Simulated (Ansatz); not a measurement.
# HfC: a changed input and its effect

System: HfC (4 atoms in the cell).
Method of run 1: DFT PBEsol, scalar-relativistic, plane waves, PAW, no spin polarisation (Ansatz 0.2.0).

The structure derives from a Materials Project entry. Text and figures count atoms from 1; the logs count them from 0 in places.

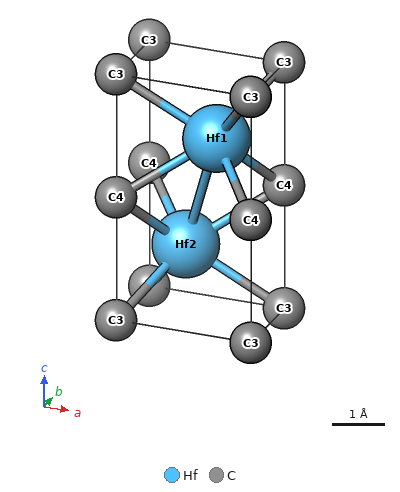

**Figure 1.** The structure (ball-and-stick view of the cell of the calculation, seen slightly off an axis; atoms are numbered from 1 in the order of the input).

## The input, run 1
```yaml
crystal:
  lattice:
    - [3.4401100266, 0.0273446443, 0.0]
    - [-1.6963738566, 2.992879218, 0.0]
    - [0.0, 0.0, 4.9103735003]
  atoms:
    - { symbol: Hf, position: [0.6559090396, 0.3512902615, 0.75] }
    - { symbol: Hf, position: [0.3512902615, 0.6559090396, 0.25] }
    - { symbol: C, position: [-0.0035996506, -0.0035996506, 0.0] }
    - { symbol: C, position: [-0.0035996506, -0.0035996506, 0.5] }
basis:
  ecutwfc: 420
kpoints:
  mp_grid: { grid: [12, 12, 8] }
hamiltonian:
  xc: pbesol
scf:
  occupations: { method: gaussian, width: 0.1 }
output:
  forces: true
  stress: true
  eigenvalues: true
```

Hardware: 1 thread of an x86-64 CPU, shared host.

## Output, shortened to warnings, some set-up lines, iterations and results (run 1)
```
Warning: crystal.lattice misses the space group found at crystal.symmetry.tolerance 1.0e-5 in a digit that the deck types, which is why this is a warning: making the lattice exact moves one of its numbers by a whole unit of that number's last typed decimal, or more. The operation that it misses by the most changes a squared length by the fraction 9.13e-6. The run uses the lattice that is a …
Basis set: ecut = 420 eV, 965 PW (Γ), exchange–correlation on 48×48×72 points (8 copies of the dense FFT grid, shifted against one another)
Symmetry: 4 space group operations
k-points: 215 of 1152 (time reversal used)
Initial density: superposition of atomic densities (neutral atoms: chi_scale 0, normalization atom), corrected by the library's trained network
[...]
SCF iter   1: F=—  HF=-31692.280846 eV  |F-HF|=—  |Δ(HF+E_count)|=         —  Δρ=1.18e-2  dr2=9.52e-2  ethr=1.77e-3  ⟨swp⟩=3.9  Hψ=23806  notcnv=0
SCF iter   2: F=—  HF=-31692.261330 eV  |F-HF|=—  |Δ(HF+E_count)|=   1.95e-2  Δρ=4.44e-3  dr2=1.11e-2  ethr=1.59e-4  ⟨swp⟩=1.3  Hψ=9583  notcnv=0  defer=8
SCF iter   3: F=—  HF=-31692.259567 eV  |F-HF|=—  |Δ(HF+E_count)|=   1.76e-3  Δρ=1.31e-3  dr2=4.46e-4  ethr=1.86e-5  ⟨swp⟩=2.0  Hψ=12111  notcnv=0  defer=8
SCF iter   4: F=—  HF=-31692.259326 eV  |F-HF|=—  |Δ(HF+E_count)|=   2.42e-4  Δρ=8.71e-4  dr2=1.62e-4  ethr=7.43e-7  ⟨swp⟩=2.0  Hψ=13860  notcnv=0  defer=8
SCF iter   5: F=—  HF=-31692.259371 eV  |F-HF|=—  |Δ(HF+E_count)|=   4.48e-5  Δρ=1.48e-4  dr2=8.44e-6  ethr=2.69e-7  ⟨swp⟩=2.0  Hψ=13604  notcnv=0  defer=8
SCF iter   6: F=—  HF=-31692.259359 eV  |F-HF|=—  |Δ(HF+E_count)|=   1.17e-5  Δρ=3.04e-5  dr2=3.55e-7  ethr=1.41e-8  ⟨swp⟩=2.0  Hψ=13848  notcnv=0  defer=10
SCF iter   7: F=—  HF=-31692.259359 eV  |F-HF|=—  |Δ(HF+E_count)|=   3.99e-8  Δρ=7.96e-6  dr2=4.44e-8  ethr=1.67e-10  ⟨swp⟩=9.8  Hψ=38283  notcnv=0
SCF iter   8: F=-31692.259359 eV  HF=-31692.259359 eV  |F-HF|=7.03e-9  |Δ(HF+E_count)|=   6.05e-8  Δρ=3.03e-6  dr2=5.97e-9  ethr=7.40e-11  ⟨swp⟩=5.1  Hψ=30664  notcnv=0
SCF 1 converged in 8 iterations: F = -31692.259359 eV  dr2 = 5.97e-9
SCF converged after 8 iterations
Free energy (F): -31692.259359 eV
Harris-Foulkes:  -31692.259359 eV  (|F-HF|=7.03e-9)
Internal energy: -31692.257065 eV  (E = F + TS)
E sigma→0 (E₀):  -31692.258212 eV
Entropy (-TS):   -0.002293 eV (-0.573 meV/atom)
Fermi energy:    20.461833 eV
--- Per-component energies (eV) ---
  E_band       = 207.440603
  E_kinetic    = 1020.312326
  E_local      = -10078.947968  (includes V_loc(G=0)·N_el)
  E_nonlocal   = -2423.071103
  E_hartree    = 4756.842306
  E_xc         = -691.538294
  E_vxc        = -651.793949  (∫ρ·V_xc dr)
  E_paw        = -13804.035166  (= ΣΔE_a)
  E_vpaw       = 2827.251654  (= ΣTr[D̂ρ^β])
  E_aug_tail   = 0.000010  (compensation charges beyond the density's cutoff)
  E_ewald      = -10474.363559
  E_core_change = 2.544384  (= ΣΔE_core)
  E_smearing   = -0.002293  (= −TS)
  E_closure    = 0.000000  (closes the sum)
  Σ components = -31692.259359   (vs F -31692.259359, Δ=0.00e0)
--- Forces (eV/Å), atoms counted from 1 ---
  atom   1  Hf     0.99113795    -1.02854236     0.00000000
  atom   2  Hf    -1.38631280     0.34407940     0.00000000
  atom   3  C      0.19759137     0.34223832    -0.00000000
  atom   4  C      0.19759137     0.34223832     0.00000000
  max |Σ_I F_I| component: 1.37e-5 eV/Å
--- Stress (GPa, compression-positive) ---
      -14.685043      -2.732043      -0.000000
       -2.732043     -17.839735       0.000000
       -0.000000       0.000000       4.616325
  P = ⅓ Tr σ = -9.3028 GPa (-93.028 kbar)
```

For run 2 the input was changed thus:
```diff
-    - [3.4401100266, 0.0273446443, 0.0]
-    - [-1.6963738566, 2.992879218, 0.0]
-    - [0.0, 0.0, 4.9103735003]
+    - [3.3428660531, 0.0, 0.0]
+    - [-1.6714330265, 2.8950069234, 0.0]
+    - [0.0, 0.0, 5.202714]
-    - { symbol: Hf, position: [0.6559090396, 0.3512902615, 0.75] }
-    - { symbol: Hf, position: [0.3512902615, 0.6559090396, 0.25] }
-    - { symbol: C, position: [-0.0035996506, -0.0035996506, 0.0] }
-    - { symbol: C, position: [-0.0035996506, -0.0035996506, 0.5] }
+    - { symbol: Hf, position: [0.66666667, 0.33333333, 0.75] }
+    - { symbol: Hf, position: [0.33333333, 0.66666667, 0.25] }
+    - { symbol: C, position: [0.0259066738, 0.0518133476, 0.0] }
+    - { symbol: C, position: [0.0, 0.0, 0.5] }
```

What does this change do to the results?

With the same functional and potentials, run 2 lies 58.3 meV per atom lower. The pressure goes from −9.30 to −6.25 GPa. The largest force goes from 1.428 to 1.862 eV/Å. The volume per atom goes from 12.70 to 12.59 Å³. The number of SCF iterations is the same. The irreducible k-points go from 215 to 320. The plane waves at Γ go from 965 to 977.

## Output, shortened to warnings, some set-up lines, iterations and results (run 2)
```
Basis set: ecut = 420 eV, 977 PW (Γ), exchange–correlation on 48×48×72 points (8 copies of the dense FFT grid, shifted against one another)
Symmetry: 2 space group operations
k-points: 320 of 1152 (time reversal used)
Initial density: superposition of atomic densities (neutral atoms: chi_scale 0, normalization atom), corrected by the library's trained network
[...]
SCF iter   1: F=—  HF=-31692.523720 eV  |F-HF|=—  |Δ(HF+E_count)|=         —  Δρ=1.48e-2  dr2=1.34e-1  ethr=1.77e-3  ⟨swp⟩=4.2  Hψ=35772  notcnv=0
SCF iter   2: F=—  HF=-31692.496162 eV  |F-HF|=—  |Δ(HF+E_count)|=   2.76e-2  Δρ=5.92e-3  dr2=1.67e-2  ethr=2.23e-4  ⟨swp⟩=1.5  Hψ=14332  notcnv=0  defer=29
SCF iter   3: F=—  HF=-31692.493126 eV  |F-HF|=—  |Δ(HF+E_count)|=   3.04e-3  Δρ=1.78e-3  dr2=9.67e-4  ethr=2.79e-5  ⟨swp⟩=2.0  Hψ=18081  notcnv=0  defer=29
SCF iter   4: F=—  HF=-31692.492619 eV  |F-HF|=—  |Δ(HF+E_count)|=   5.07e-4  Δρ=1.10e-3  dr2=3.86e-4  ethr=1.61e-6  ⟨swp⟩=2.0  Hψ=20651  notcnv=0  defer=29
SCF iter   5: F=—  HF=-31692.492567 eV  |F-HF|=—  |Δ(HF+E_count)|=   5.28e-5  Δρ=2.29e-4  dr2=3.30e-5  ethr=6.44e-7  ⟨swp⟩=2.0  Hψ=14665  notcnv=0  defer=29
SCF iter   6: F=—  HF=-31692.492584 eV  |F-HF|=—  |Δ(HF+E_count)|=   1.72e-5  Δρ=5.09e-5  dr2=1.73e-6  ethr=5.51e-8  ⟨swp⟩=2.1  Hψ=20287  notcnv=0  defer=40
SCF iter   7: F=—  HF=-31692.492583 eV  |F-HF|=—  |Δ(HF+E_count)|=   1.91e-7  Δρ=1.42e-5  dr2=1.47e-7  ethr=2.88e-9  ⟨swp⟩=2.1  Hψ=20277  notcnv=0  defer=40
SCF iter   8: F=-31692.492583 eV  HF=-31692.492583 eV  |F-HF|=1.04e-7  |Δ(HF+E_count)|=   1.22e-7  Δρ=7.64e-6  dr2=4.38e-8  ethr=1.67e-10  ⟨swp⟩=10.5  Hψ=59648  notcnv=0
SCF 1 converged in 8 iterations: F = -31692.492583 eV  dr2 = 4.38e-8
SCF converged after 8 iterations
Free energy (F): -31692.492583 eV
Harris-Foulkes:  -31692.492583 eV  (|F-HF|=1.04e-7)
Internal energy: -31692.489918 eV  (E = F + TS)
E sigma→0 (E₀):  -31692.491251 eV
Entropy (-TS):   -0.002665 eV (-0.666 meV/atom)
Fermi energy:    20.472552 eV
--- Per-component energies (eV) ---
  E_band       = 218.703573
  E_kinetic    = 1022.346815
  E_local      = -10010.449007  (includes V_loc(G=0)·N_el)
  E_nonlocal   = -2422.616750
  E_hartree    = 4727.809907
  E_xc         = -692.174397
  E_vxc        = -652.599411  (∫ρ·V_xc dr)
  E_paw        = -13804.479562  (= ΣΔE_a)
  E_vpaw       = 2826.404687  (= ΣTr[D̂ρ^β])
  E_aug_tail   = 0.000010  (compensation charges beyond the density's cutoff)
  E_ewald      = -10515.471319
  E_core_change = 2.544384  (= ΣΔE_core)
  E_smearing   = -0.002665  (= −TS)
  E_closure    = -0.000000  (closes the sum)
  Σ components = -31692.492583   (vs F -31692.492583, Δ=0.00e0)
--- Forces (eV/Å), atoms counted from 1 ---
  atom   1  Hf     0.00000000     1.03158015    -0.14990311
  atom   2  Hf     0.00000000     1.26937167     0.16367356
  atom   3  C     -0.00000000    -1.86162465    -0.01765600
  atom   4  C     -0.00000000    -0.43933927     0.00388390
  max |Σ_I F_I| component: 1.21e-5 eV/Å
--- Stress (GPa, compression-positive) ---
       -7.065518       0.000000       0.000000
        0.000000      -7.059171       0.980584
        0.000000       0.980584      -4.630727
  P = ⅓ Tr σ = -6.2518 GPa (-62.518 kbar)
```

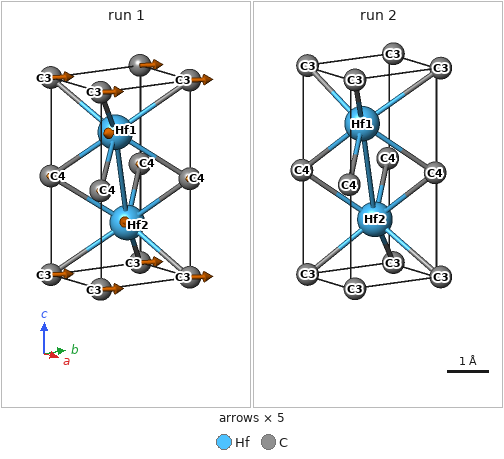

**Figure 2.** The two input geometries at one scale (ball-and-stick view of the cell of the calculation, seen slightly off an axis). The orange arrows on the first give the shifts of the atoms relative to the cell, with their mean removed, magnified 5 times. C3 moves most relative to the cell: 0.12 Å. Largest moves by element: C 0.12 Å, Hf 0.11 Å. (The mean shift of all atoms is removed.) The drawn cell changes as follows: a = b 3.440 → 3.343 Å (−2.8 %), c 4.910 → 5.203 Å (+6.0 %), γ 119.1° → 120.0°; the volume changes by −0.9 %. Among the contacts that change: Hf1–Hf2 3.048 → 3.239 Å, Hf1–C3 2.297 → 2.453 Å, Hf2–C3 2.335 → 2.205 Å, Hf1–C4 2.400 → 2.327 Å.

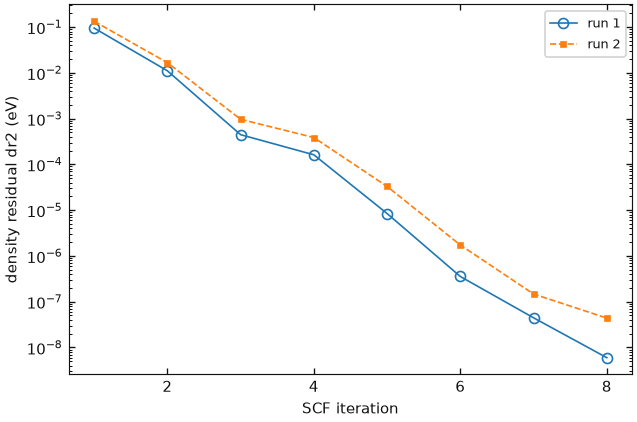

**Figure 3.** Convergence of the two runs: density residual dr2 against the SCF iteration. Run 1 takes 8 iterations in all, and run 2 takes 8.

## The two runs side by side

| quantity | run 1 | run 2 |
| --- | --- | --- |
| outcome | converged | converged |
| free energy per atom (eV) | −7923.0648 | −7923.1231 |
| energy per atom, smearing taken to zero (eV) | −7923.0646 | −7923.1228 |
| gap on the mesh (eV) | 0.00 | 0.00 |
| pressure (GPa) | −9.30 | −6.25 |
| volume per atom (Å³) | 12.70 | 12.59 |
| largest force (eV/Å) | 1.428 | 1.862 |
| SCF iterations | 8 | 8 |
| irreducible k-points | 215 | 320 |
| plane waves at Γ | 965 | 977 |
| wall time (shared host) | 56 s | 70 s |

For both runs: Spin–orbit coupling is left out, which matters for Hf. For run 1: Warnings: the structure was made exactly symmetric. For run 2: The cell is under a tension of 6.3 GPa at this level, so it is not at its equilibrium volume.
